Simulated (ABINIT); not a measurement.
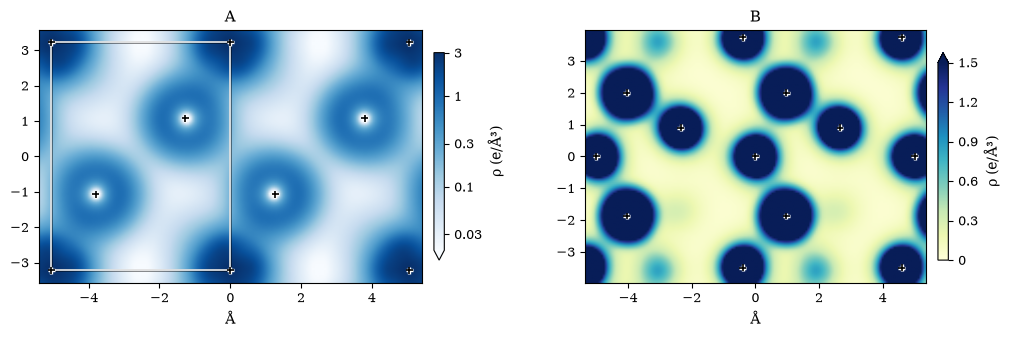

The valence charge density (pseudo) of 2 systems, each on a plane through atoms (crosses mark nuclei in the plane).

Computed with Kohn-Sham DFT of a periodic cell, r2SCAN, JTH PAW PBE v2.0 (ABINIT 10.8.3).

System 1: PtSe₂, the (110) plane of the conventional cell. Space group P-3m1; not relaxed (largest force 0.4 eV/Å); computed pressure about 5 GPa in this cell.

System 2: HfO₂, the (101) plane of the conventional cell. Space group Pca2₁; a structure from a database of computed crystals, not necessarily the ambient phase.

```
Hf O
1.0
     5.21946    0.00000    0.00000
     0.00000    5.00476    0.00000
     0.00000    0.00000    5.03269
Hf O
4 8
Cartesian
  5.0472 3.6661 3.7314
  2.7820 3.6661 1.2151
  2.4374 1.3387 3.7314
  0.1723 1.3387 1.2151
  3.2994 4.6477 4.4251
  4.5298 4.6477 1.9087
  1.2211 2.7020 2.4775
  1.3886 2.7020 4.9939
  3.9984 2.3028 4.9939
  3.8308 2.3028 2.4775
  0.6896 0.3571 4.4251
  1.9201 0.3571 1.9087
```

Which map belongs to which system?

Answer. Panel A is system 1, PtSe₂: the plane holds Pt and Se. Pt–Se (2.49 Å): ρ is about 0.58 e/Å³ halfway. Panel B is system 2, HfO₂: the plane holds Hf and O. Hf–O (2.02 Å): ρ is about 0.93 e/Å³ halfway.
